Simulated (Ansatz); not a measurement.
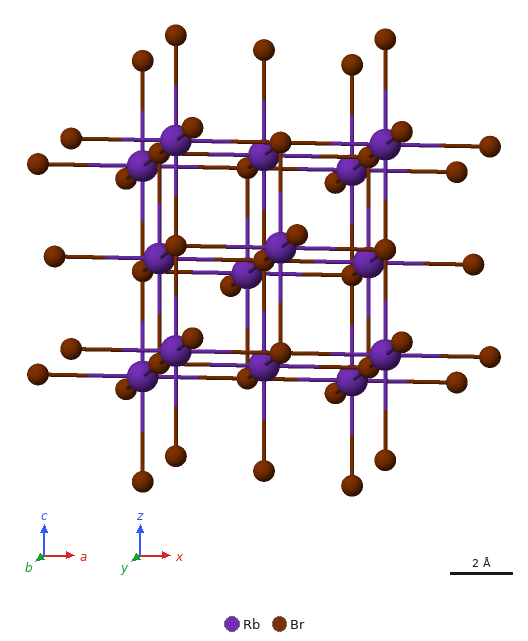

Energy scan for a crystal of RbBr (Fm-3m), in which the ratio of the cell's length along z to its lengths across, counted as 1 for the reference, is changed at fixed volume (a tetragonal or Bain path), with the atoms kept at their fractional coordinates. x, y and z are the Cartesian axes of the input. The picture shows the reference cell. The picture is a ball-and-stick view of the conventional cell (4 times the calculation's cell), seen along the b axis, with a slight tilt. Lengths and directions refer to the drawn axes.

Theory: Ansatz 0.2.0, DFT PBE, scalar-relativistic, plane waves, PAW. (plane-wave cutoff 420 eV; k-point mesh 6 × 6 × 6; occupations gaussian; smearing width 0.05 eV; no spin polarisation). Energies (free energies at the smearing named) are counted from the cell as listed in its source, which wasn't relaxed.

```
CELL_PARAMETERS angstrom
0.00000 3.42750 3.42750
3.42750 0.00000 3.42750
3.42750 3.42750 0.00000
ATOMIC_POSITIONS crystal
Rb 0.00000 0.00000 0.00000
Br 0.50000 0.50000 0.50000
```

### Predict the energy profile (the relative ratio: 0.650, 0.707, 0.780, 0.850, 0.920, 0.960, 1.000, 1.050, 1.100, 1.200, 1.300, 1.414, 1.500).

```tsv
axial ratio over its reference value	E − E(ref) (meV/atom)
0.650	1166
0.707	630
0.780	263
0.850	95
0.920	22
0.960	5
1.000	0
1.050	6
1.100	23
1.200	79
1.300	159
1.414	276
1.500	384
```

The lowest computed point lies at the relative ratio 1.00 (0 meV/atom). The end points stand at 1166 meV/atom (0.65) and 384 meV/atom (1.50). The unrelaxed reference is under a pressure of 1.0 GPa. The distortion takes the space group from Fm-3m to I4/mmm. At the relative ratio 1.50 the cell of the drawing goes a 6.855 → 5.988 Å, b 6.855 → 5.988 Å, c 6.855 → 8.983 Å.

The computed profile:

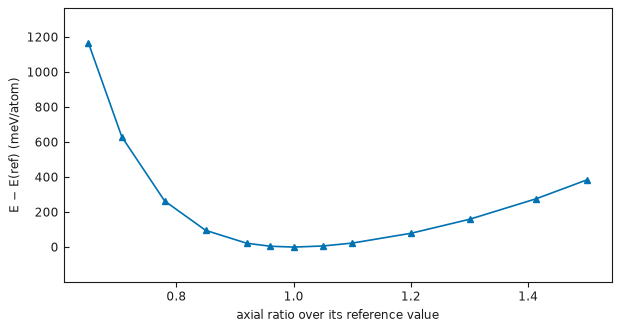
